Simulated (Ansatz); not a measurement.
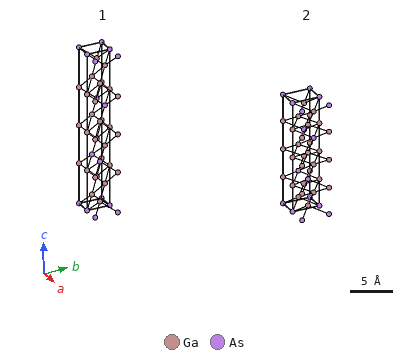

Two geometries of solid Ga$_{3}$As (a generated structure, set up in R-3m), drawn at one scale. One is the start of a relaxation, the other its converged end. A ball-and-stick model of the conventional cell (3 times the calculation's cell), repeated 2 × 1 × 1 with one cell outlined, seen slightly off an axis. Lengths and directions refer to the drawn axes.

Computed with DFT PBE, scalar-relativistic, plane waves, PAW in Ansatz. Settings: plane-wave cutoff 420 eV; k-point mesh 12 × 12 × 12; occupations gaussian; smearing width 0.1 eV; no spin polarisation; cell and atoms relaxed; force threshold 0.01 eV/Å; at most 80 steps.

> Which one is relaxed?

Structure 1 is the relaxed one. The largest moves relative to the cell, 0.27 Å, are those of Ga atoms. As stays in place. The volume changes by +2.5 %, with a = b 4.536 → 3.834 Å (−15.5 %), c 13.404 → 19.240 Å (+43.5 %). Near-neighbour distances that change, for instance: As–Ga 2.887 → 2.660 Å. Among the angles between lasting bonds that change: Ga–Ga–Ga 107.6° → 86.0°, Ga–Ga–Ga 72.4° → 94.0°, Ga–Ga–As 74.3° → 90.8°. The space group stays R-3m (No. 166). Over 18 accepted moves (22 points after the start) the energy falls by 0.468 eV per cell of the calculation. Largest force component: 0.14 eV/Å at the start, 0.00042 eV/Å at the end. The pressure goes from 0.21 to 0.00 GPa. The line search rejected the trial step at point 7 of the run. The SCF was repeated 3 times at an unchanged geometry on a basis and grid sized afresh for the cell, which shifted the energy by 67.1 meV per cell of the calculation at most.
